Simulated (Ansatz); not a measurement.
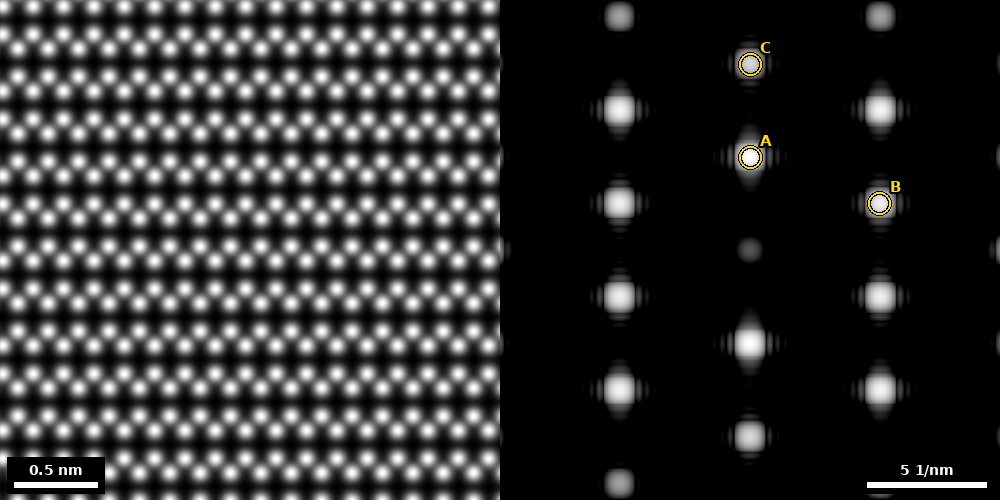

Dark-field STEM-like image of a crystal. The image is simulated as a sum over atoms of Z^1.7, blurred by a 0.71 Å probe (no channelling). The probe carries 15 % of its weight in a tail 2.5 times as wide. The display is stretched by a gamma of 0.65; percentages refer to the linear signal.

The right panel is the modulus of the image's Fourier transform on a logarithmic scale.

Which lattice spacings do the marked spots stand for, and what angle do A and B enclose?

A: 2.5 Å, B: 1.7 Å, C: 1.3 Å; A and B enclose about 70°.

The crystal is Ti (P6_3/mmc, No. 194) along [201]; the spots are (010), (1 0 -2) and (020). Atomic positions: the geometry relaxed with DFT PBE, scalar-relativistic, plane waves, PAW (Ansatz 0.2.0).
